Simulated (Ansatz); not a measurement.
## HgS: geometry relaxation (part 3 of 3)

Continued. System: HgS (slab, 12 atoms in the cell). Method: DFT PBEsol, scalar-relativistic, plane waves, PAW, no spin polarisation (Ansatz 0.2.0); cutoff 420 eV, 6×5×1 k-mesh, Gaussian smearing of 0.05 eV. The structure derives from an entry of the Crystallography Open Database. The input holds or restrains some coordinates. Forces given for the steps count only the free coordinates. It belongs to a series of runs on one base structure; here: clean surface, atoms relaxed.

Geometry of the input (Å; fractional positions):
```
4.1422  0.0000  0.0000
0.0000  5.8580  0.0000
0.0000  0.0000  30.3556
Hg 0.5000  0.5000  0.3294
S  0.0000  0.2500  0.3294
Hg 0.0000  0.0000  0.3977
S  0.5000  0.7500  0.3977
Hg 0.5000  0.5000  0.4659
S  0.0000  0.2500  0.4659
Hg 0.0000  0.0000  0.5341
S  0.5000  0.7500  0.5341
Hg 0.5000  0.5000  0.6023
S  0.0000  0.2500  0.6023
Hg 0.0000  0.0000  0.6706
S  0.5000  0.7500  0.6706
```

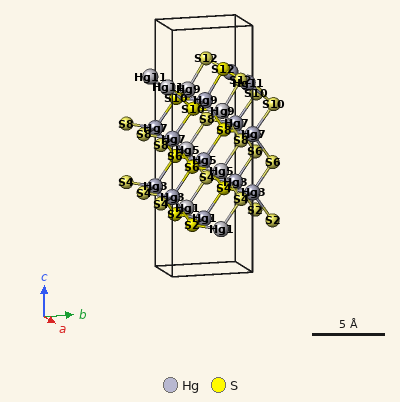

The geometry at step 4 of the log (ball-and-stick view of the cell of the calculation, with the vacuum cut short, seen slightly off an axis; neighbours outside the cell are drawn fainter; atoms are numbered from 1 in the order of the input).

Log, continued:
```
--- Forces (eV/Å), atoms counted from 1 ---
  atom   1  Hg     0.00000000    -1.07697724     0.80527597
  atom   2  S      0.00000000     0.55935424    -0.66734615
  atom   3  Hg     0.00000000     0.17254310    -0.14493845
  atom   4  S      0.00000000     0.34949341    -0.17601827
  atom   5  Hg     0.00000000    -0.05574872     0.13335977
  atom   6  S      0.00000000     0.06438210     0.05350541
  atom   7  Hg     0.00000000    -0.00473365     0.00915820
  atom   8  S      0.00000000     0.00056598    -0.00437241
  atom   9  Hg     0.00000000    -0.00457151     0.00613709
  atom  10  S      0.00000000     0.00148122    -0.00593719
  atom  11  Hg     0.00000000    -0.00463207     0.00278579
  atom  12  S      0.00000000    -0.00117061    -0.01156941
  max |Σ_I F_I| component: 4.03e-5 eV/Å
--- Band table (eV; the first three rows and the last of 12) ---
  k-point 0: bands = ["-114.2863", "-114.1360", "-114.1224", "-114.1025", "-114.0712", "-114.0617", "-62.7203", "-62.6898", "-62.6759", "-62.5579", "-62.5498", "-62.5492", "-62.5478", "-62.5441", "-62.5299", "-62.5186", "-62.5182", "-62.5157", "-62.5098", "-62.4839", "-62.4802", "-62.4684", "-62.4670", "-62.4658", "-13.0032", "-12.8340", "-12.5511", "-12.3565", "-12.2821", "-11.8759", "-7.1267", "-6.9936", "-6.8823", "-6.8725", "-6.8216", "-6.7310", "-6.6981", "-6.6887", "-6.6779", "-6.6148", "-6.5280", "-6.5095", "-6.4277", "-6.3964", "-6.3239", "-6.1921", "-6.1858", "-6.0989", "-6.0858", "-6.0342", "-6.0302", "-6.0118", "-5.9670", "-5.9639", "-5.9054", "-5.8804", "-5.8479", "-5.7970", "-5.5200", "-5.4478", "-4.7471", "-4.5306", "-3.9705", "-3.4744", "-2.7374", "-2.4203", "-2.3227", "-2.0270", "-1.8935", "-1.6513", "-1.3292", "-1.0647", "-1.0194", "-0.3555", "-0.2624", "-0.1016", "0.0189", "0.1566", "0.3914", "1.2685", "2.0860", "2.7760", "3.2246", "3.3660", "3.5763", "4.2768", "4.7911", "5.1619", "5.3853", "5.6318", "5.6718", "5.8506", "6.0873", "6.1663"]
  k-point 1: bands = ["-114.2863", "-114.1360", "-114.1224", "-114.1025", "-114.0712", "-114.0617", "-62.7203", "-62.6898", "-62.6759", "-62.5579", "-62.5498", "-62.5493", "-62.5478", "-62.5441", "-62.5299", "-62.5186", "-62.5182", "-62.5157", "-62.5098", "-62.4839", "-62.4802", "-62.4684", "-62.4670", "-62.4658", "-12.9426", "-12.7921", "-12.5518", "-12.3907", "-12.3390", "-11.8900", "-7.0913", "-6.9958", "-6.8516", "-6.8405", "-6.8095", "-6.7465", "-6.7004", "-6.6998", "-6.6593", "-6.5941", "-6.5811", "-6.4972", "-6.4913", "-6.3909", "-6.3280", "-6.2568", "-6.1678", "-6.0786", "-6.0569", "-6.0363", "-6.0152", "-5.9904", "-5.9739", "-5.9404", "-5.9009", "-5.8967", "-5.8550", "-5.8537", "-5.6421", "-5.5692", "-4.6694", "-4.5131", "-4.1167", "-3.5609", "-2.9274", "-2.1518", "-2.0090", "-1.8654", "-1.8339", "-1.5065", "-1.2695", "-0.9653", "-0.8994", "-0.4217", "-0.3862", "-0.1449", "-0.1423", "-0.0712", "0.9364", "1.3156", "1.9041", "2.4534", "3.0021", "3.2382", "3.6842", "4.2425", "4.8163", "5.2357", "5.5222", "5.6875", "5.8652", "5.8982", "6.1781", "6.3342"]
  k-point 2: bands = ["-114.2863", "-114.1360", "-114.1224", "-114.1025", "-114.0712", "-114.0617", "-62.7203", "-62.6898", "-62.6759", "-62.5579", "-62.5498", "-62.5493", "-62.5478", "-62.5441", "-62.5299", "-62.5186", "-62.5182", "-62.5157", "-62.5098", "-62.4839", "-62.4802", "-62.4684", "-62.4670", "-62.4658", "-12.7872", "-12.6968", "-12.5926", "-12.5022", "-12.4202", "-11.9129", "-7.0113", "-6.9949", "-6.8339", "-6.7827", "-6.7523", "-6.7427", "-6.7119", "-6.6955", "-6.6711", "-6.6547", "-6.6060", "-6.5673", "-6.5114", "-6.4594", "-6.3089", "-6.2499", "-6.1501", "-6.0592", "-6.0426", "-6.0014", "-5.9813", "-5.9760", "-5.9616", "-5.9449", "-5.9282", "-5.9097", "-5.9006", "-5.8654", "-5.7522", "-5.7193", "-4.9052", "-4.6226", "-3.9045", "-3.6257", "-3.0170", "-2.5376", "-1.4135", "-1.3325", "-1.2331", "-1.1311", "-0.9763", "-0.8470", "-0.7301", "-0.6903", "-0.5939", "-0.5786", "-0.4508", "-0.4193", "1.3679", "1.8073", "1.9108", "2.0741", "2.4703", "2.8086", "3.9002", "4.1493", "4.7692", "5.1303", "5.6230", "5.9181", "6.1428", "6.3254", "6.4444", "6.5355"]
  k-point 11: bands = ["-114.2863", "-114.1360", "-114.1224", "-114.1025", "-114.0712", "-114.0617", "-62.7203", "-62.6897", "-62.6764", "-62.5579", "-62.5503", "-62.5497", "-62.5478", "-62.5441", "-62.5298", "-62.5185", "-62.5182", "-62.5162", "-62.5098", "-62.4843", "-62.4802", "-62.4689", "-62.4669", "-62.4658", "-12.5247", "-12.5119", "-12.4289", "-12.3327", "-12.1939", "-11.7125", "-6.7981", "-6.6870", "-6.6777", "-6.6587", "-6.6576", "-6.6418", "-6.5869", "-6.5828", "-6.5006", "-6.4960", "-6.4734", "-6.2941", "-6.2332", "-6.1582", "-6.1433", "-6.0766", "-6.0568", "-6.0136", "-5.9997", "-5.9712", "-5.9699", "-5.9181", "-5.9169", "-5.8688", "-5.7473", "-5.7245", "-5.6041", "-5.5799", "-5.4289", "-5.3831", "-5.1579", "-5.0028", "-4.9469", "-4.8390", "-4.5441", "-4.4908", "-2.3696", "-2.3574", "-2.2599", "-2.1975", "-1.7676", "-1.6974", "-1.5381", "-1.4107", "-1.0969", "-1.0795", "-0.9070", "-0.6094", "1.4830", "2.2527", "2.6069", "3.0897", "3.5123", "3.6089", "4.2040", "5.1152", "5.2799", "5.4541", "6.0292", "6.1172", "6.7248", "6.7283", "6.8321", "6.9404"]
--- Relaxed structure (7 steps of the walk, 7 accepted, 0 SCFs on fresh bases) ---
  F+E_penalty+E_count = -87318.41421985 eV   max|allowed force component| = 1.157e-2 eV/Å
  atoms:
    - { symbol: Hg, position: [0.49999999999999994, 0.4999999999999999, 0.3294287380999999] }
    - { symbol: S, position: [0.0, 0.24999999999999994, 0.3294287380999999] }
    - { symbol: Hg, position: [0.0, 0.0, 0.39765724659999996] }
    - { symbol: S, position: [0.49999999999999994, 0.7499999999999998, 0.39765724659999996] }
    - { symbol: Hg, position: [0.49999999999999994, 0.4999999999999999, 0.46588574579999986] }
    - { symbol: S, position: [0.0, 0.24999999999999994, 0.46588574579999986] }
    - { symbol: Hg, position: [0.0, -0.008246682558078625, 0.5321684983566394] }
    - { symbol: S, position: [0.49999999999999994, 0.7428058627672433, 0.5357213233799495] }
    - { symbol: Hg, position: [0.49999999999999994, 0.5046685228615262, 0.6089043635279934] }
    - { symbol: S, position: [0.0, 0.2555792413053121, 0.6006341357368404] }
    - { symbol: Hg, position: [0.0, -0.06207473871474099, 0.6544221981778771] }
    - { symbol: S, position: [0.49999999999999994, 0.7436966132694516, 0.6774110991084971] }
```

Trajectory as extended XYZ (Å, eV, eV/Å), 7 frames, from step=1 to step=7:
```
12
Lattice="4.1422 0.0000 0.0000 0.0000 5.8580 0.0000 0.0000 0.0000 30.3556" Properties=species:S:1:pos:R:3:forces:R:3 step=1 energy=-87317.93356
Hg    2.0711    2.9290   10.0000    0.0000  -1.0600   0.8064
S     0.0000    1.4645   10.0000    0.0000   0.5530  -0.6511
Hg    0.0000    0.0000   12.0711    0.0000   0.1527  -0.1556
S     2.0711    4.3935   12.0711    0.0000   0.3599  -0.2156
Hg    2.0711    2.9290   14.1422    0.0000  -0.0713   0.0603
S     0.0000    1.4645   14.1422    0.0000   0.0656   0.1449
Hg    0.0000    0.0000   16.2133    0.0000  -0.0713  -0.0608
S     2.0711    4.3935   16.2133    0.0000   0.0656  -0.1446
Hg    2.0711    2.9290   18.2845    0.0000   0.1527   0.1552
S     0.0000    1.4645   18.2845    0.0000   0.3599   0.2159
Hg    0.0000    0.0000   20.3556    0.0000  -1.0598  -0.8065
S     2.0711    4.3935   20.3556    0.0000   0.5530   0.6512
12
Lattice="4.1422 0.0000 0.0000 0.0000 5.8580 0.0000 0.0000 0.0000 30.3556" Properties=species:S:1:pos:R:3:forces:R:3 step=2 energy=-87318.22218
Hg    2.0711    2.9290   10.0000    0.0000  -1.0647   0.8065
S     0.0000    1.4645   10.0000    0.0000   0.5550  -0.6555
Hg    0.0000    0.0000   12.0711    0.0000   0.1549  -0.1530
S     2.0711    4.3935   12.0711    0.0000   0.3654  -0.2137
Hg    2.0711    2.9290   14.1422    0.0000  -0.1061   0.0399
S     0.0000    1.4645   14.1422    0.0000   0.0959   0.1315
Hg    0.0000    0.0095   16.2206    0.0000   0.0268   0.0085
S     2.0711    4.4050   16.2028    0.0000   0.0547   0.0197
Hg    2.0711    2.9853   18.3243    0.0000   0.1508   0.1616
S     0.0000    1.5217   18.2934    0.0000   0.0656   0.1390
Hg    0.0000   -0.1358   20.2158    0.0000  -0.5198  -0.6280
S     2.0711    4.3936   20.4550    0.0000   0.2215   0.3429
12
Lattice="4.1422 0.0000 0.0000 0.0000 5.8580 0.0000 0.0000 0.0000 30.3556" Properties=species:S:1:pos:R:3:forces:R:3 step=3 energy=-87318.36670
Hg    2.0711    2.9290   10.0000    0.0000  -1.0698   0.8056
S     0.0000    1.4645   10.0000    0.0000   0.5563  -0.6587
Hg    0.0000    0.0000   12.0711    0.0000   0.1572  -0.1493
S     2.0711    4.3935   12.0711    0.0000   0.3710  -0.1985
Hg    2.0711    2.9290   14.1422    0.0000  -0.0753   0.1013
S     0.0000    1.4645   14.1422    0.0000   0.1099   0.1408
Hg    0.0000    0.0244   16.2322    0.0000   0.0466  -0.0017
S     2.0711    4.4155   16.2214    0.0000  -0.0167  -0.0017
Hg    2.0711    3.0226   18.3739    0.0000   0.0837   0.1382
S     0.0000    1.5448   18.3032    0.0000   0.0078   0.0017
Hg    0.0000   -0.2475   20.0561    0.0000  -0.1563  -0.3200
S     2.0711    4.3966   20.5211    0.0000  -0.0147   0.1432
12
Lattice="4.1422 0.0000 0.0000 0.0000 5.8580 0.0000 0.0000 0.0000 30.3556" Properties=species:S:1:pos:R:3:forces:R:3 step=4 energy=-87318.40881
Hg    2.0711    2.9290   10.0000    0.0000  -1.0743   0.8060
S     0.0000    1.4645   10.0000    0.0000   0.5583  -0.6636
Hg    0.0000    0.0000   12.0711    0.0000   0.1638  -0.1436
S     2.0711    4.3935   12.0711    0.0000   0.3642  -0.1877
Hg    2.0711    2.9290   14.1422    0.0000  -0.0669   0.1175
S     0.0000    1.4645   14.1422    0.0000   0.0905   0.1005
Hg    0.0000    0.0170   16.2187    0.0000  -0.0050  -0.0527
S     2.0711    4.3959   16.2368    0.0000  -0.0006  -0.0166
Hg    2.0711    3.0239   18.4160    0.0000  -0.0153   0.0633
S     0.0000    1.5378   18.2714    0.0000  -0.0591   0.0288
Hg    0.0000   -0.3524   19.8976    0.0000   0.0432  -0.0391
S     2.0711    4.3593   20.5559    0.0000   0.0011  -0.0119
12
Lattice="4.1422 0.0000 0.0000 0.0000 5.8580 0.0000 0.0000 0.0000 30.3556" Properties=species:S:1:pos:R:3:forces:R:3 step=5 energy=-87318.41141
Hg    2.0711    2.9290   10.0000    0.0000  -1.0744   0.8066
S     0.0000    1.4645   10.0000    0.0000   0.5581  -0.6648
Hg    0.0000    0.0000   12.0711    0.0000   0.1667  -0.1424
S     2.0711    4.3935   12.0711    0.0000   0.3570  -0.1847
Hg    2.0711    2.9290   14.1422    0.0000  -0.0679   0.1125
S     0.0000    1.4645   14.1422    0.0000   0.0662   0.0905
Hg    0.0000   -0.0030   16.2002    0.0000  -0.0169  -0.0470
S     2.0711    4.3753   16.2438    0.0000   0.0096   0.0069
Hg    2.0711    2.9953   18.4340    0.0000  -0.0265   0.0376
S     0.0000    1.5062   18.2669    0.0000   0.0267  -0.0052
Hg    0.0000   -0.3746   19.8844    0.0000   0.0190   0.0042
S     2.0711    4.3445   20.5603    0.0000  -0.0176  -0.0143
12
Lattice="4.1422 0.0000 0.0000 0.0000 5.8580 0.0000 0.0000 0.0000 30.3556" Properties=species:S:1:pos:R:3:forces:R:3 step=6 energy=-87318.41367
Hg    2.0711    2.9290   10.0000    0.0000  -1.0759   0.8062
S     0.0000    1.4645   10.0000    0.0000   0.5592  -0.6665
Hg    0.0000    0.0000   12.0711    0.0000   0.1709  -0.1432
S     2.0711    4.3935   12.0711    0.0000   0.3507  -0.1804
Hg    2.0711    2.9290   14.1422    0.0000  -0.0647   0.1202
S     0.0000    1.4645   14.1422    0.0000   0.0627   0.0628
Hg    0.0000   -0.0368   16.1669    0.0000  -0.0219  -0.0139
S     2.0711    4.3550   16.2548    0.0000   0.0104   0.0476
Hg    2.0711    2.9689   18.4851    0.0000  -0.0029  -0.0171
S     0.0000    1.5011   18.2403    0.0000   0.0169   0.0132
Hg    0.0000   -0.3557   19.8802    0.0000  -0.0068  -0.0139
S     2.0711    4.3597   20.5716    0.0000   0.0013  -0.0149
12
Lattice="4.1422 0.0000 0.0000 0.0000 5.8580 0.0000 0.0000 0.0000 30.3556" Properties=species:S:1:pos:R:3:forces:R:3 step=7 energy=-87318.41422
Hg    2.0711    2.9290   10.0000    0.0000  -1.0770   0.8053
S     0.0000    1.4645   10.0000    0.0000   0.5594  -0.6673
Hg    0.0000    0.0000   12.0711    0.0000   0.1725  -0.1449
S     2.0711    4.3935   12.0711    0.0000   0.3495  -0.1760
Hg    2.0711    2.9290   14.1422    0.0000  -0.0557   0.1334
S     0.0000    1.4645   14.1422    0.0000   0.0644   0.0535
Hg    0.0000   -0.0483   16.1543    0.0000  -0.0047   0.0092
S     2.0711    4.3514   16.2621    0.0000   0.0006  -0.0044
Hg    2.0711    2.9563   18.4836    0.0000  -0.0046   0.0061
S     0.0000    1.4972   18.2326    0.0000   0.0015  -0.0059
Hg    0.0000   -0.3636   19.8654    0.0000  -0.0046   0.0028
S     2.0711    4.3566   20.5632    0.0000  -0.0012  -0.0116
```

Key numbers:

```tsv
quantity	value
outcome	converged under the restraints of the input
electrons treated	156
free energy	−87318.4142 eV
work function, top face	5.37 eV
work function, bottom face	5.13 eV
Fermi energy	0.274 eV
gap on the k-point mesh	0.23 eV
final volume	736.58 Å³
work function (upper face)	5.37 eV
largest force (length of the vector) at the end, held atoms and coordinates included	1.345 eV/Å
hardware	2 threads of Arm Neoverse V1, 24 GiB of memory available, shared host
wall time	5.8 min (CPU time 11 min)
peak memory	1.4 GiB
```

Remarks:

Spin–orbit coupling is left out, which matters for Hg.
